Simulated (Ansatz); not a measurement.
The structure in question:

```
Cd
1.0
     2.95197    0.00000    0.00000
     0.00000    2.95197    0.00000
     0.00000    0.00000    5.00966
Cd
2
Direct
  0.00000 0.00000 0.00000
  0.50000 0.50000 0.50000
```

Work out the structure from the coordinates.

Answer. The element is cadmium. The lattice is body-centred tetragonal and the space group I4/mmm (No. 139). The cell holds two atoms.

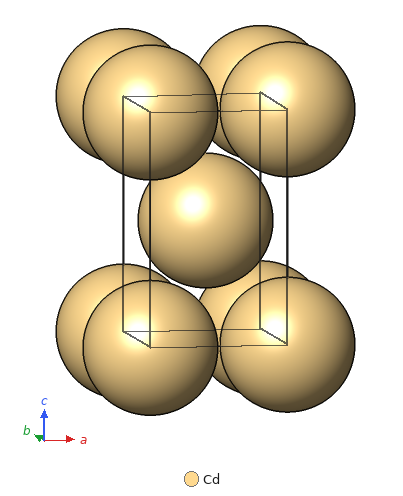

This space-filling model is shown slightly off an axis. The conventional unit cell is drawn as a box. Colours: cadmium orange.

The structure was taken from a structure listed in the Materials Project. The cell was then strained or its atoms displaced on purpose. A calculation with Ansatz used it as input.
